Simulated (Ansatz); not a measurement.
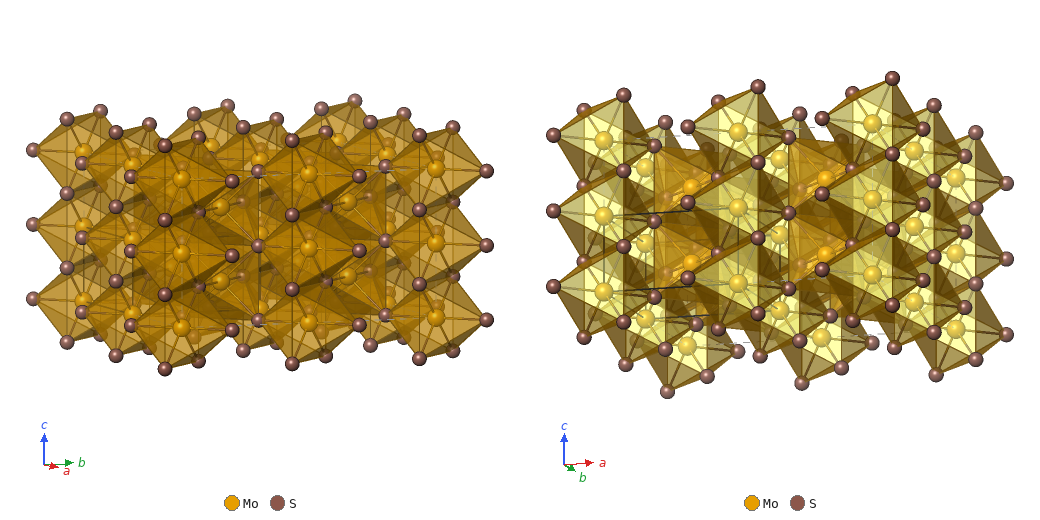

Polyhedra are drawn about Mo (bonds: Mo–S below 2.7 Å); other atoms are plain spheres. Two views of the same piece.

System MoS2 (space group P4_2/mnm, No. 136); source of the atomic positions: the end point of a relaxation with DFT, PBE, plane waves, PAW (Ansatz 0.2.0); the starting structure was generated, so it need not be a known form of this composition.

Sharing among the drawn polyhedra:

```tsv
site	polyhedron	corner-sharing neighbours	edge-sharing	face-sharing	bond (Å)
Mo	MoS6 octahedron	8	2	0	2.38–2.40
```

They form a three-dimensional framework of corner- and edge-sharing octahedra.
